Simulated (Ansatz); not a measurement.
Structure of Re:

```
Re
1.0
     3.91692    0.00000    0.00000
     0.00000    3.91692    0.00000
     0.00000    0.00000    3.91692
Re
4
Direct
  0.00000 0.00000 0.00000
  0.00000 0.50000 0.50000
  0.50000 0.00000 0.50000
  0.50000 0.50000 0.00000
```

Basis of the simulation: the input geometry of an electronic-structure calculation (not necessarily at equilibrium); the starting structure was generated, so it need not be a known form of this composition.

Predict the first 3 clear peaks of the X-ray G(r) with σ = 0.10 Å, and name the atom pairs.

Answer. 1. 2.77 Å: Re–Re at 2.77 Å
2. 3.92 Å: Re–Re at 3.92 Å
3. 4.80 Å: Re–Re at 4.80 Å

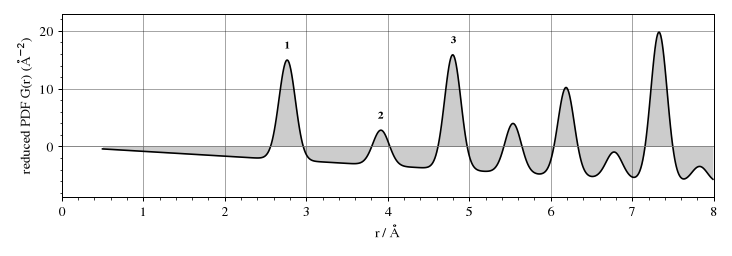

Simulated X-ray pair distribution function, G(r) = R(r)/r − 4πρ₀r, summed over the atomic distances of the structure with each pair weighted by the product of the atomic numbers (X-ray weights at Q = 0); every distance is a Gaussian of σ = 0.10 Å, damped by exp(−(Q_damp r)²/2) with Q_damp = 0.020 Å⁻¹. There is no Q-range truncation.
